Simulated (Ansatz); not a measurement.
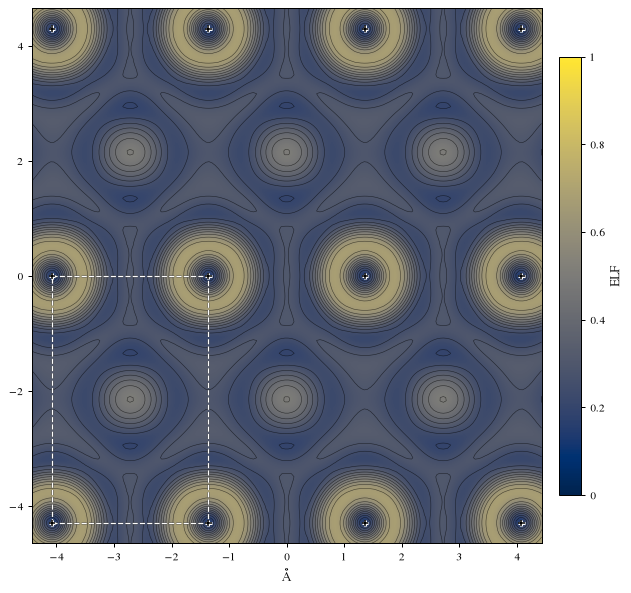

The ELF on a plane through atoms (crosses mark nuclei in the plane).

Level of theory: Ansatz 0.2.0, DFT PBE, scalar-relativistic, plane waves, PAW.

Candidates:
A. Ru, a = 2.72 Å, b = 2.72 Å, c = 4.30 Å, α = 90.00°, β = 90.00°, γ = 120.00°. Space group P6₃/mmc; computed without spin polarisation.
B. Si, a = 5.47 Å, b = 5.47 Å, c = 5.47 Å, α = 90.00°, β = 90.00°, γ = 90.00°. Space group Fd-3m.
C. CoO, a = 3.09 Å, b = 3.09 Å, c = 6.90 Å, α = 90.00°, β = 90.00°, γ = 120.00°. Space group R-3m; a structure from a database of computed crystals, not necessarily the ambient phase; spin-polarised.

### Which system is this?

Candidate A: Ru on the (100) plane of the conventional cell, which holds Ru. Ru–Ru (2.72 Å): the ELF is about 0.30 at the midpoint.
